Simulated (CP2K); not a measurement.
# Geometry relaxation of Si (part 4 of 4)

The same run, continued: Si (P6₃/mmc, 8 atoms in the cell); DFTB (no charge self-consistency), tables shipped with the program (CP2K 2026.2); 5×5×3 k-mesh. The structure was built on a prototype by a generator. The geometry comes from this level: r2SCAN.

Geometry of the input (Å; fractional positions):
```
3.8402  0.0000  0.0000
-1.9201  3.3257  0.0000
-0.0000  -0.0000  12.6237
Si 0.0000  0.0000  0.0006
Si 0.3333  0.6667  0.2497
Si 0.0000  0.0000  0.5006
Si 0.6667  0.3333  0.7497
Si -0.0000  -0.0000  0.1869
Si 0.3333  0.6667  0.4378
Si -0.0000  -0.0000  0.6869
Si 0.6667  0.3333  0.9378
```

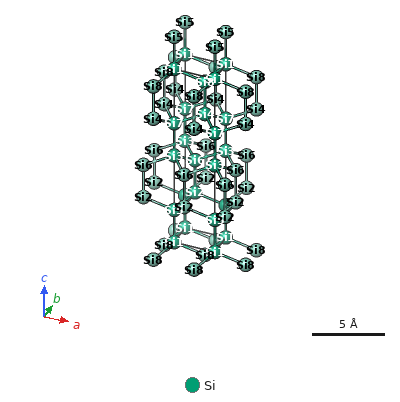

The geometry at step 6 of the log (ball-and-stick view of the cell of the calculation, seen slightly off an axis; neighbours outside the cell are drawn fainter; atoms are numbered from 1 in the order of the input).

Log, continued
```
 FORCES| Atomic forces [hartree/bohr]
 FORCES|   Atom     x               y               z               |f|
 FORCES|      1 -1.02823137E-03  5.82728713E-04  3.55383817E-05   1.18241087E-03
 FORCES|      2 -1.04501405E-03  5.92245986E-04  4.52183086E-05   1.20202095E-03
 FORCES|      3  1.02823137E-03 -5.82728712E-04  3.55383794E-05   1.18241087E-03
 FORCES|      4  1.04501405E-03 -5.92245987E-04  4.52183081E-05   1.20202095E-03
 FORCES|      5  1.02823137E-03 -5.82728711E-04 -3.55383852E-05   1.18241087E-03
 FORCES|      6 -1.04501405E-03  5.92245985E-04 -4.52183024E-05   1.20202095E-03
 FORCES|      7 -1.02823137E-03  5.82728713E-04 -3.55383845E-05   1.18241087E-03
 FORCES|      8  1.04501405E-03 -5.92245987E-04 -4.52183056E-05   1.20202095E-03
 FORCES| Sum     2.79724161E-17 -1.37693676E-17  9.26992857E-17
 FORCES| Total atomic force                                       9.78018871E-17

 STRESS| Analytical stress tensor [bar]
 STRESS|                        x                   y                   z
 STRESS|      x       -2.82407817362E+03   4.62091864873E+03  -4.93015708075E-10
 STRESS|      y        4.62091864873E+03   2.48974451515E+03   5.74747928641E-07
 STRESS|      z       -4.93015708075E-10   5.74747928641E-07  -3.34854784008E+02
 STRESS| 1/3 Trace                                            -2.23062814161E+02
 STRESS| Determinant                                           9.50455914245E+09

 STRESS| Eigenvectors and eigenvalues of the analytical stress tensor [bar]
 STRESS|                        1                   2                   3
 STRESS| Eigenvalues  -5.49746391759E+03  -3.34854784008E+02   5.16313025912E+03
 STRESS|      x           0.865579183344     -0.000000000094      0.500772081253
 STRESS|      y          -0.500772081253     -0.000000000050      0.865579183344
 STRESS|      z           0.000000000056      1.000000000000      0.000000000090

 SPGR STRESS| Symmetrized stress tensor [GPa]
 SPGR STRESS|                        x                   y                   z
 SPGR STRESS|      x       -1.42715715252E-02   5.73896055555E-05  -1.91766096457E-20
 SPGR STRESS|      y        5.73896055555E-05  -1.42055552041E-02   5.23196721703E-20
 SPGR STRESS|      z       -1.91766096457E-20   5.23196721703E-20  -3.34854784008E-02
 SPGR STRESS| 1/3 Trace                                            -2.06542017100E-02
 SPGR STRESS| Determinant                                          -6.78858817281E-06

 SPGR STRESS| Eigenvectors and eigenvalues of the symmetrized stress tensor [GPa]
 SPGR STRESS|                        1                   2                   3
 SPGR STRESS| Eigenvalues  -3.34854784008E-02  -1.43047683908E-02  -1.41723583385E-02
 SPGR STRESS|      x           0.000000000000      0.865613898689      0.500712071350
 SPGR STRESS|      y          -0.000000000000     -0.500712071350      0.865613898689
 SPGR STRESS|      z           1.000000000000     -0.000000000000      0.000000000000

 OPT| **************************************************************************
 OPT| Step number                                                             13
 OPT| Optimization method                                                   BFGS
 OPT| Total energy [hartree]                                      -10.1260876518
 OPT| Internal pressure [bar]                                    -206.5420171004
 OPT| Effective energy change [hartree]                             0.0000002639
 OPT| Predicted energy change [hartree]                            -0.0000005254
 OPT| Scaling factor                                                0.0000000000
 OPT| Step size                                                     0.0013530567
 OPT| Trust radius                                                  0.4724315332
 OPT| Decrease in energy                                                      NO
 OPT| Used time [s]                                                        0.223
 OPT|
 OPT| Maximum step size                                             0.0013530567
 OPT| Convergence limit for maximum step size                       0.0030000000
 OPT| Maximum step size is converged                                         YES
 OPT|
 OPT| RMS step size                                                 0.0003898874
 OPT| Convergence limit for RMS step size                           0.0015000000
 OPT| RMS step size is converged                                             YES
 OPT|
 OPT| Maximum gradient                                              0.0000820674
 OPT| Convergence limit for maximum gradient                        0.0003000000
 OPT| Maximum gradient is converged                                          YES
 OPT|
 OPT| RMS gradient                                                  0.0000305135
 OPT| Convergence limit for RMS gradient                            0.0003000000
 OPT| RMS gradient is converged                                              YES
 OPT|
 OPT| Pressure deviation [bar]                                   -206.5420171004
 OPT| Pressure tolerance [bar]                                    300.0000000000
 OPT| Pressure is converged                                                  YES
 OPT| **************************************************************************
 OPT| Estimated peak process memory after this step [MiB]                    179

 *******************************************************************************
 ***                    GEOMETRY OPTIMIZATION COMPLETED                      ***
 *******************************************************************************

 write_final_structure: Optimization converged, writing XYZ file gladly:
  run-FINAL-1_13.xyz

 write_final_structure: Optimization converged, writing CIF file gladly:
  run-FINAL-1_13.cif

 write_final_structure: Done!

                    Reevaluating energy at the minimum

 CELL| Volume [angstrom^3]:                                           156.839249
 CELL| Vector a [angstrom]:       3.814     0.000     0.000   |a| =     3.813775
 CELL| Vector b [angstrom]:      -1.920     3.295     0.000   |b| =     3.813862
 CELL| Vector c [angstrom]:       0.000    -0.000    12.480   |c| =    12.480077
 CELL| Angle (b,c), alpha [degree]:                                    90.000000
 CELL| Angle (a,c), beta  [degree]:                                    90.000000
 CELL| Angle (a,b), gamma [degree]:                                   120.230446
 CELL| Numerically orthorhombic:                                              NO
 CELL| Periodicity                                                           XYZ

 Extrapolation method: ASPC

 Number of electrons:                                                         32
 Number of occupied orbitals:                                                 16
 Number of molecular orbitals:                                                30

 Number of orbital functions:                                                 72
 Number of independent orbital functions:                                     72

 Diagonalization                       Time:      0.11            -10.1260876518
  Core Hamiltonian energy:                                    -10.37357079626141
  Repulsive potential energy:                                   0.24748314449424
  Dispersion energy:                                            0.00000000000000
  Electronic entropic energy:                                  -0.00000000000000
  Fermi energy:                                                -0.08365943135074

  Total energy:                                               -10.12608765176717

 ENERGY| Total FORCE_EVAL ( QS ) energy [hartree]            -10.126087651767172
```

Trajectory as extended XYZ (Å, eV, eV/Å), 13 frames, from step=0 to step=12
```
8
Lattice="3.8320 0.0000 0.0000 -1.9201 3.3162 0.0000 0.0000 0.0000 12.6206" Properties=species:S:1:pos:R:3:forces:R:3 step=0 energy=-275.51132
Si    0.0000    0.0000    0.0067   -0.0129   0.0074   0.0093
Si   -0.0027    2.2108    3.1516   -0.0131   0.0075   0.0875
Si    0.0000    0.0000    6.3170    0.0129  -0.0074   0.0093
Si    1.9146    1.1054    9.4619    0.0131  -0.0075   0.0875
Si    0.0000    0.0000    2.3597    0.0129  -0.0074  -0.0093
Si   -0.0027    2.2108    5.5250   -0.0131   0.0075  -0.0875
Si    0.0000    0.0000    8.6700   -0.0129   0.0074  -0.0093
Si    1.9146    1.1054   11.8353    0.0131  -0.0075  -0.0875
8
Lattice="3.8040 0.0000 0.0000 -1.9200 3.2839 0.0000 0.0000 0.0000 12.6077" Properties=species:S:1:pos:R:3:forces:R:3 step=1 energy=-275.53016
Si    0.0000    0.0000    0.0071   -0.0730   0.0417   0.1114
Si   -0.0120    2.1893    3.1524   -0.0739   0.0422   0.1408
Si    0.0000    0.0000    6.3109    0.0730  -0.0417   0.1114
Si    1.8960    1.0946    9.4562    0.0739  -0.0422   0.1408
Si    0.0000    0.0000    2.3569    0.0730  -0.0417  -0.1114
Si   -0.0120    2.1893    5.5154   -0.0739   0.0422  -0.1408
Si    0.0000    0.0000    8.6607   -0.0730   0.0417  -0.1114
Si    1.8960    1.0946   11.8192    0.0739  -0.0422  -0.1408
8
Lattice="3.8060 0.0000 0.0000 -1.9201 3.2863 0.0000 0.0000 0.0000 12.6062" Properties=species:S:1:pos:R:3:forces:R:3 step=2 energy=-275.53206
Si    0.0000    0.0000    0.0081   -0.0671   0.0383   0.0649
Si   -0.0114    2.1908    3.1532   -0.0679   0.0388   0.0948
Si    0.0000    0.0000    6.3112    0.0671  -0.0383   0.0649
Si    1.8973    1.0954    9.4563    0.0679  -0.0388   0.0948
Si    0.0000    0.0000    2.3556    0.0671  -0.0383  -0.0649
Si   -0.0114    2.1908    5.5136   -0.0679   0.0388  -0.0948
Si    0.0000    0.0000    8.6587   -0.0671   0.0383  -0.0649
Si    1.8973    1.0954   11.8166    0.0679  -0.0388  -0.0948
8
Lattice="3.8065 0.0000 0.0000 -1.9201 3.2868 0.0000 0.0000 0.0000 12.5988" Properties=species:S:1:pos:R:3:forces:R:3 step=3 energy=-275.53414
Si    0.0000    0.0000    0.0105   -0.0640   0.0365  -0.0337
Si   -0.0112    2.1912    3.1550   -0.0648   0.0370  -0.0188
Si    0.0000    0.0000    6.3099    0.0640  -0.0365  -0.0337
Si    1.8976    1.0956    9.4544    0.0648  -0.0370  -0.0188
Si    0.0000    0.0000    2.3518    0.0640  -0.0365   0.0337
Si   -0.0112    2.1912    5.5067   -0.0648   0.0370   0.0188
Si    0.0000    0.0000    8.6512   -0.0640   0.0365   0.0337
Si    1.8976    1.0956   11.8061    0.0648  -0.0370   0.0188
8
Lattice="3.8059 0.0000 0.0000 -1.9201 3.2861 0.0000 0.0000 0.0000 12.5950" Properties=species:S:1:pos:R:3:forces:R:3 step=4 energy=-275.53451
Si    0.0000    0.0000    0.0107   -0.0653   0.0372  -0.0473
Si   -0.0114    2.1907    3.1549   -0.0661   0.0377  -0.0425
Si    0.0000    0.0000    6.3082    0.0653  -0.0372  -0.0473
Si    1.8972    1.0954    9.4523    0.0661  -0.0377  -0.0425
Si    0.0000    0.0000    2.3508    0.0653  -0.0372   0.0473
Si   -0.0114    2.1907    5.5042   -0.0661   0.0377   0.0425
Si    0.0000    0.0000    8.6483   -0.0653   0.0372   0.0473
Si    1.8972    1.0954   11.8016    0.0661  -0.0377   0.0425
8
Lattice="3.8046 0.0000 0.0000 -1.9201 3.2846 0.0000 0.0000 0.0000 12.5800" Properties=species:S:1:pos:R:3:forces:R:3 step=5 energy=-275.53580
Si    0.0000    0.0000    0.0105   -0.0685   0.0390  -0.0625
Si   -0.0119    2.1897    3.1526   -0.0693   0.0395  -0.0928
Si    0.0000    0.0000    6.3006    0.0685  -0.0390  -0.0625
Si    1.8963    1.0949    9.4426    0.0693  -0.0395  -0.0928
Si    0.0000    0.0000    2.3482    0.0685  -0.0390   0.0625
Si   -0.0119    2.1897    5.4961   -0.0693   0.0395   0.0928
Si    0.0000    0.0000    8.6382   -0.0685   0.0390   0.0625
Si    1.8963    1.0949   11.7862    0.0693  -0.0395   0.0928
8
Lattice="3.8044 0.0000 0.0000 -1.9201 3.2844 0.0000 0.0000 0.0000 12.5557" Properties=species:S:1:pos:R:3:forces:R:3 step=6 energy=-275.53787
Si    0.0000    0.0000    0.0091   -0.0698   0.0397  -0.0558
Si   -0.0119    2.1896    3.1471   -0.0707   0.0402  -0.1324
Si    0.0000    0.0000    6.2870    0.0698  -0.0397  -0.0558
Si    1.8963    1.0948    9.4249    0.0707  -0.0402  -0.1324
Si    0.0000    0.0000    2.3451    0.0698  -0.0397   0.0558
Si   -0.0119    2.1896    5.4850   -0.0707   0.0402   0.1324
Si    0.0000    0.0000    8.6229   -0.0698   0.0397   0.0558
Si    1.8963    1.0948   11.7628    0.0707  -0.0402   0.1324
8
Lattice="3.8068 0.0000 0.0000 -1.9202 3.2872 0.0000 0.0000 0.0000 12.5151" Properties=species:S:1:pos:R:3:forces:R:3 step=7 energy=-275.54127
Si    0.0000    0.0000    0.0057   -0.0665   0.0378  -0.0155
Si   -0.0112    2.1915    3.1353   -0.0674   0.0383  -0.1407
Si    0.0000    0.0000    6.2633    0.0665  -0.0378  -0.0155
Si    1.8978    1.0957    9.3929    0.0674  -0.0383  -0.1407
Si    0.0000    0.0000    2.3409    0.0665  -0.0378   0.0155
Si   -0.0112    2.1915    5.4688   -0.0674   0.0383   0.1407
Si    0.0000    0.0000    8.5985   -0.0665   0.0378   0.0155
Si    1.8978    1.0957   11.7264    0.0674  -0.0383   0.1407
8
Lattice="3.8111 0.0000 0.0000 -1.9202 3.2921 0.0000 0.0000 0.0000 12.4853" Properties=species:S:1:pos:R:3:forces:R:3 step=8 energy=-275.54380
Si    0.0000    0.0000    0.0026   -0.0586   0.0332   0.0303
Si   -0.0098    2.1947    3.1243   -0.0595   0.0337  -0.0865
Si    0.0000    0.0000    6.2452    0.0586  -0.0332   0.0303
Si    1.9006    1.0974    9.3670    0.0595  -0.0337  -0.0865
Si    0.0000    0.0000    2.3384    0.0586  -0.0332  -0.0303
Si   -0.0098    2.1947    5.4593   -0.0595   0.0337   0.0865
Si    0.0000    0.0000    8.5811   -0.0586   0.0332  -0.0303
Si    1.9006    1.0974   11.7020    0.0595  -0.0337   0.0865
8
Lattice="3.8136 0.0000 0.0000 -1.9202 3.2950 0.0000 0.0000 0.0000 12.4788" Properties=species:S:1:pos:R:3:forces:R:3 step=9 energy=-275.54465
Si    0.0000    0.0000    0.0019   -0.0533   0.0302   0.0403
Si   -0.0089    2.1967    3.1202   -0.0542   0.0307  -0.0323
Si    0.0000    0.0000    6.2413    0.0533  -0.0302   0.0403
Si    1.9023    1.0983    9.3596    0.0542  -0.0307  -0.0323
Si    0.0000    0.0000    2.3379    0.0533  -0.0302  -0.0403
Si   -0.0089    2.1967    5.4590   -0.0542   0.0307   0.0323
Si    0.0000    0.0000    8.5773   -0.0533   0.0302  -0.0403
Si    1.9023    1.0983   11.6984    0.0542  -0.0307   0.0323
8
Lattice="3.8141 0.0000 0.0000 -1.9202 3.2956 0.0000 0.0000 0.0000 12.4801" Properties=species:S:1:pos:R:3:forces:R:3 step=10 energy=-275.54483
Si    0.0000    0.0000    0.0024   -0.0521   0.0295   0.0291
Si   -0.0088    2.1971    3.1196   -0.0530   0.0300  -0.0098
Si    0.0000    0.0000    6.2424    0.0521  -0.0295   0.0291
Si    1.9027    1.0985    9.3596    0.0530  -0.0300  -0.0098
Si    0.0000    0.0000    2.3376    0.0521  -0.0295  -0.0291
Si   -0.0088    2.1971    5.4605   -0.0530   0.0300   0.0098
Si    0.0000    0.0000    8.5776   -0.0521   0.0295  -0.0291
Si    1.9027    1.0985   11.7005    0.0530  -0.0300   0.0098
8
Lattice="3.8140 0.0000 0.0000 -1.9202 3.2955 0.0000 0.0000 0.0000 12.4808" Properties=species:S:1:pos:R:3:forces:R:3 step=11 energy=-275.54489
Si    0.0000    0.0000    0.0031   -0.0523   0.0296   0.0122
Si   -0.0088    2.1970    3.1193   -0.0531   0.0301   0.0012
Si    0.0000    0.0000    6.2435    0.0523  -0.0296   0.0122
Si    1.9026    1.0985    9.3597    0.0531  -0.0301   0.0012
Si    0.0000    0.0000    2.3371    0.0523  -0.0296  -0.0122
Si   -0.0088    2.1970    5.4612   -0.0531   0.0301  -0.0012
Si    0.0000    0.0000    8.5775   -0.0523   0.0296  -0.0122
Si    1.9026    1.0985   11.7016    0.0531  -0.0301  -0.0012
8
Lattice="3.8138 0.0000 0.0000 -1.9202 3.2952 0.0000 0.0000 0.0000 12.4801" Properties=species:S:1:pos:R:3:forces:R:3 step=12 energy=-275.54488
Si    0.0000    0.0000    0.0035   -0.0529   0.0300   0.0018
Si   -0.0089    2.1968    3.1190   -0.0537   0.0305   0.0023
Si    0.0000    0.0000    6.2435    0.0529  -0.0300   0.0018
Si    1.9024    1.0984    9.3591    0.0537  -0.0305   0.0023
Si    0.0000    0.0000    2.3365    0.0529  -0.0300  -0.0018
Si   -0.0089    2.1968    5.4610   -0.0537   0.0305  -0.0023
Si    0.0000    0.0000    8.5766   -0.0529   0.0300  -0.0018
Si    1.9024    1.0984   11.7010    0.0537  -0.0305  -0.0023
```

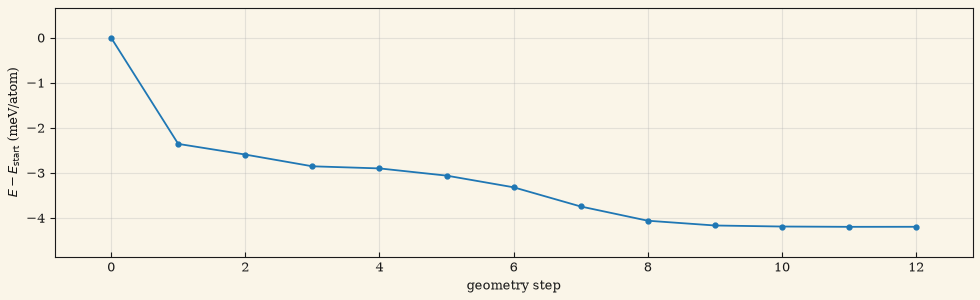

Progress of the relaxation, step by step (steps are counted from 0).

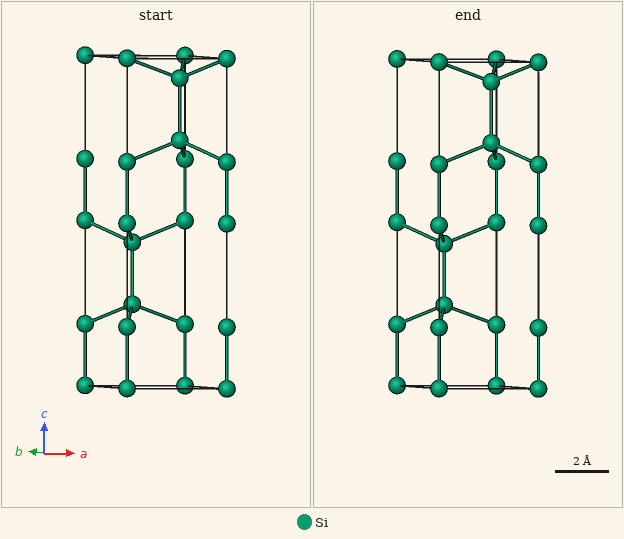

Before (left) and after (right) the relaxation, at one scale (ball-and-stick view of the cell of the calculation, seen at an oblique angle). No atom moves by more than 0.005 Å relative to the cell. The drawn cell changes as follows: a = b 3.832 → 3.814 Å (−0.5 %), c 12.621 → 12.480 Å (−1.1 %), γ 120.1° → 120.2°; the volume changes by −2.2 %. Among the contacts that change: Si2–Si6 2.373 → 2.342 Å, Si1–Si5 2.353 → 2.333 Å, Si1–Si8 2.351 → 2.339 Å. The space group (tolerance 0.01 Å) goes from P6_3/mmc (No. 194) to Cmcm (No. 63). Over 12 geometry steps the energy falls by 4.2 meV per atom. The largest force component goes from 0.088 to 0.054 eV/Å. (Atoms are counted from 1 in the order of the input.)

Key numbers

```json
{"quantity": "outcome", "value": "converged"}
{"quantity": "space group (tolerance 0.01 Å)", "value": "P6₃/mmc (194) → Cmcm (63)"}
{"quantity": "free energy", "value": "−275.5449 eV"}
{"quantity": "pressure", "value": "−0.02 GPa"}
{"quantity": "final volume", "value": "156.84 Å³"}
{"quantity": "largest force (length of the vector) at the end", "value": "0.062 eV/Å"}
{"quantity": "final cell", "value": "a = 3.814 Å, b = 3.814 Å, c = 12.480 Å, α = 90.00°, β = 90.00°, γ = 120.23°"}
{"quantity": "wall time", "value": "3.5 s (CPU time 5.8 s)"}
{"quantity": "peak memory", "value": "0.17 GiB"}
```
